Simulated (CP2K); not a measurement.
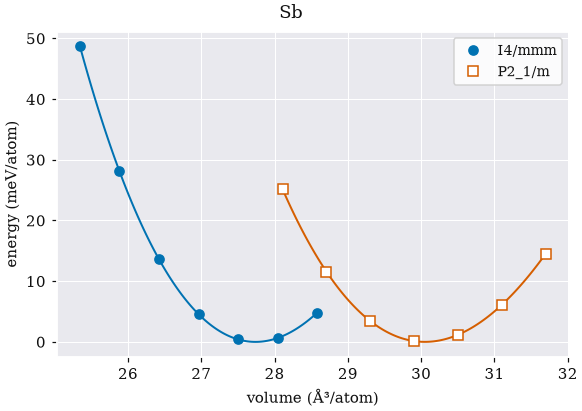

The plot gives the computed energy against volume, with one curve for each structure, for Sb. Each energy curve has its own zero, so the curves don't rank the structures.

How it was computed, with CP2K 2026.2: DFT in Gaussian orbitals with a plane-wave density, no spin polarisation; energies at scaled volumes of the given cell, shape and fractions fixed, counted from the fit's minimum, third-order Birch-Murnaghan fit. Level: PBEsol.

| setting | value |
| --- | --- |
| occupations | Fermi–Dirac |
| smearing width | 0.05 eV |
| potentials | GTH PBE with UZH TZVP basis |
| density cutoff | 6123 eV |

Settings that differ: I4/mmm: k mesh 12×12×12; P2_1/m: k mesh 9×6×6.

Order the curves by fitted equilibrium volume, smallest first.

I4/mmm 27.739, P2_1/m 30.050 Å³/atom.

Order the curves by fitted bulk modulus, smallest first.

P2_1/m 56.8, I4/mmm 63.8 GPa.

Keep in mind: shape and atomic fractions are frozen while scaling, which makes layered, chain and framework solids too stiff.
